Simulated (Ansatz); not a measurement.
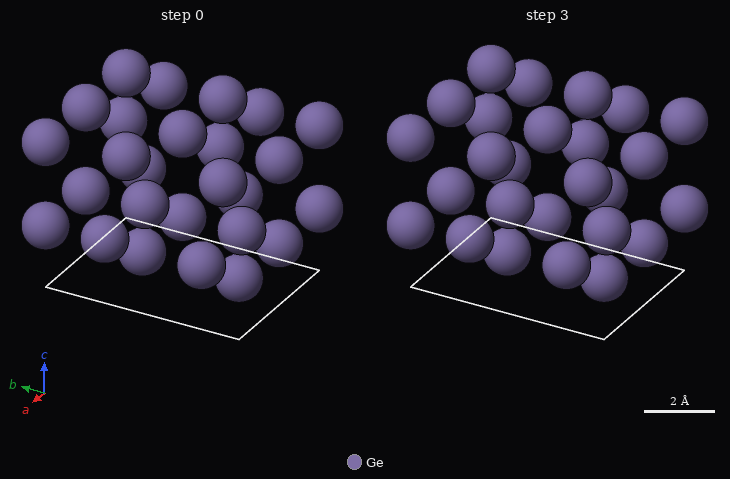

The structure of a slab of composition Ge (cut from the Fd-3m phase) before (left) and after (right) a constrained relaxation, at one scale.

The picture is a spheres-only view of the cell of the calculation, outlined in the plane, without the vacuum, seen from a free direction.

Case: clean slab, lower planes held. The slab is the (1 1 1) face of Ge. 8 atoms are held fixed.

All numbers below come from DFT PBE+D3(BJ), scalar-relativistic, plane waves, PAW in Ansatz 0.2.0. (plane-wave cutoff 420 eV; k-point mesh 3 × 3 × 1; occupations gaussian; smearing width 0.1 eV; no spin polarisation; dipole correction; atoms relaxed in a fixed cell; force threshold 0.03 eV/Å; at most 70 steps)

Question: Describe what moved and what it gained.

Answer: The largest moves, 0.12 Å, are those of Ge atoms. The cell stays as it was. Some distances before and after: Ge–Ge 2.468 → 2.592 Å, Ge–Ge 2.468 → 2.454 Å. The energy falls by 0.136 eV per cell of the calculation in 2 accepted moves (3 points after the start). Largest force component: 0.62 eV/Å at the start, 0.013 eV/Å at the end. 1 step only repeated the SCF at the same geometry. The run took 41 s on 4 threads of Intel(R) Xeon(R) Platinum 8488C (Sapphire Rapids) (shared host), peak memory 2.1 GiB.
